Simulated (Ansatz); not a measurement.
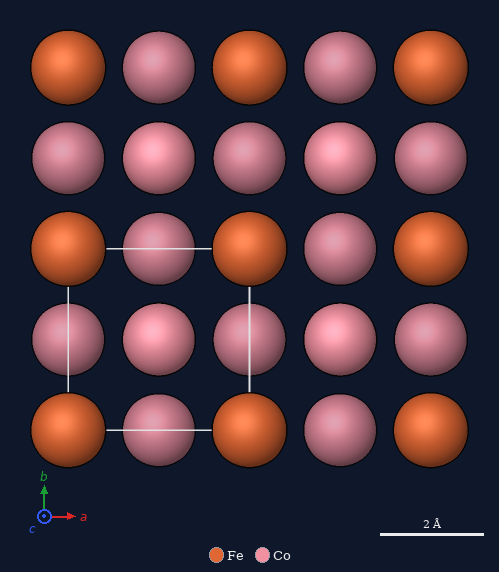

This is the input geometry for a relaxation of a crystal of FeCo3 (set up in Pm-3m). The picture is a spheres-only view of the cell of the calculation, repeated 2 × 2 × 1 with one cell outlined, seen along the c axis.

Case: no spin polarisation.

Theory: DFT r2SCAN, scalar-relativistic, plane waves, PAW in Ansatz.

The input:
```yaml
crystal:
  lattice:
    - [3.53570262, 0.0, 0.0]
    - [0.0, 3.53570262, 0.0]
    - [0.0, 0.0, 3.53570262]
  atoms:
    - { symbol: Fe, position: [0.0, 0.0, 0.0] }
    - { symbol: Co, position: [0.5, 0.5, 0.0] }
    - { symbol: Co, position: [0.5, 0.0, 0.5] }
    - { symbol: Co, position: [0.0, 0.5, 0.5] }
basis:
  ecutwfc: 500
kpoints:
  mp_grid: { grid: [12, 12, 12] }
hamiltonian:
  xc: r2scan
scf:
  occupations: { method: gaussian, width: 0.1 }
  lower_state_search: "off"
output:
  forces: true
  stress: true
  eigenvalues: true
relax:
  adjacent_minimum: "off"
  f_tol: 0.01
  max_steps: 60
  cell: { stress_tol: 0.05 }
```

Run as
```bash
ansatz run input.yaml --threads 1 --pin off --max-ram 2560MiB --backend cpu --events-out ev --progress --plain --runs-dir out
```

Predict the outcome.

The atoms keep their places relative to the cell (all moves are under 0.005 Å). Cell: a = b = c 3.536 → 3.411 Å (−3.5 %). Volume −10.2 %. Among the contacts that change: Fe1–Co2 2.500 → 2.412 Å, Co2–Co3 2.500 → 2.412 Å. The space group stays Pm-3m (No. 221). After 5 accepted moves (7 points after the start) the energy has fallen by 96.1 meV per atom. All forces vanish by symmetry, so only the cell relaxes. Pressure: −24.68 GPa at the start and 0.00 GPa at the end. The SCF was repeated twice at an unchanged geometry on a basis and grid sized afresh for the cell, which shifted the energy by 0.6 meV per atom at most. The run took 97 s on 1 thread of Oxide Virtual Turin-like Processor (Zen 5), with other jobs on the host, peak memory 0.59 GiB.

The end point in the same view:

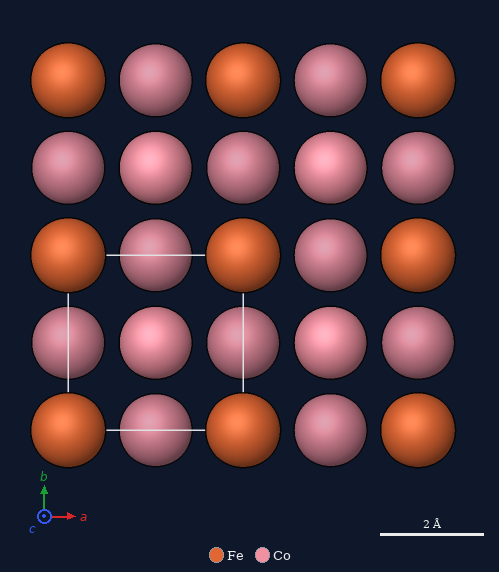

Limits of the set-up: an element that often carries a moment was run without spin polarisation.
